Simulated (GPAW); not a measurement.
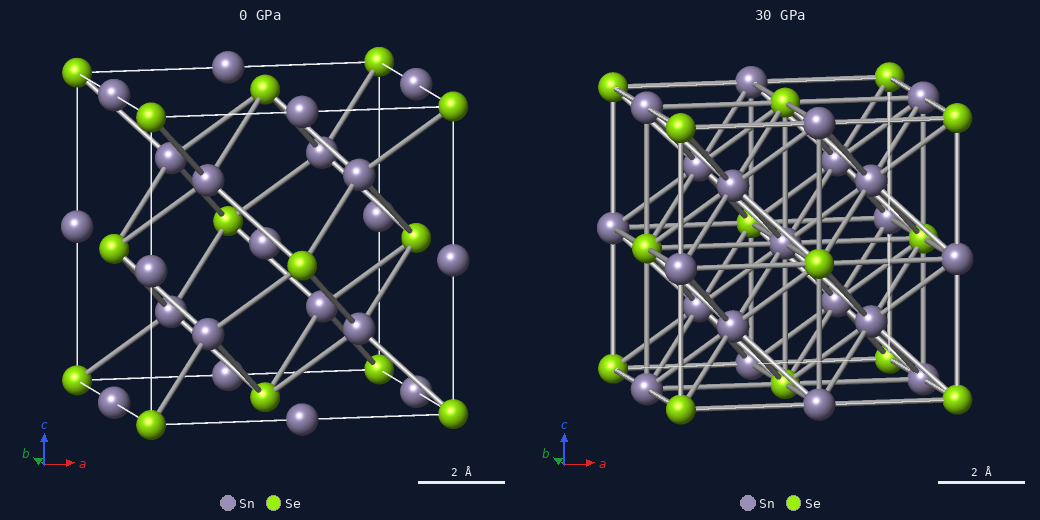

Sn3Se, D0₃ (BiF₃ or Fe₃Al type), space group Fm-3m (No. 225), relaxed (cell and atoms) under a series of hydrostatic pressures; the conventional cell is drawn at the lowest and the highest, to one scale (sticks follow a distance rule). The start was a structure listed in the Materials Project. It needn't be the stable form of this composition.

Alike in all runs: GPAW 26.7.0; functional PBEsol; potentials PAW data sets generated in the run's folder for this functional; cutoff 600 eV; k mesh 6 × 6 × 6 on the run's cell of 4 atoms; occupations fermi-dirac, width 0.05 eV; no spin polarisation; no spin-orbit coupling.

| pressure (GPa) | volume (Å³/atom) | a (Å) |
| --- | --- | --- |
| 0.0 | 24.336 | 7.302 |
| 1.9 | 23.613 | 7.229 |
| 5.0 | 22.656 | 7.130 |
| 10.0 | 21.463 | 7.003 |
| 20.0 | ? | ? |
| 30.0 | 18.651 | 6.682 |

**What equation of state do the given rows imply, and what volume does it predict for the missing row?**

The fit gives V0 = 24.33 Å³/atom, B0 = 59 GPa and B0′ = 4.9, which puts the volume at 20.0 GPa at 19.81 Å³/atom. The run gave volume 19.803 Å³/atom; a 6.817 Å.

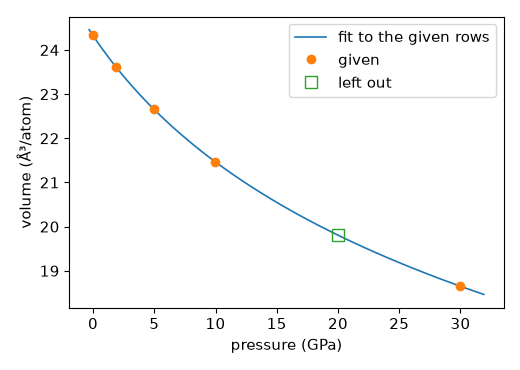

Volume against pressure, with the fit. The structure was kept in its own symmetry, so a change to another phase within this range wouldn't be seen.

Caveat: later steps reuse the first step's grids.
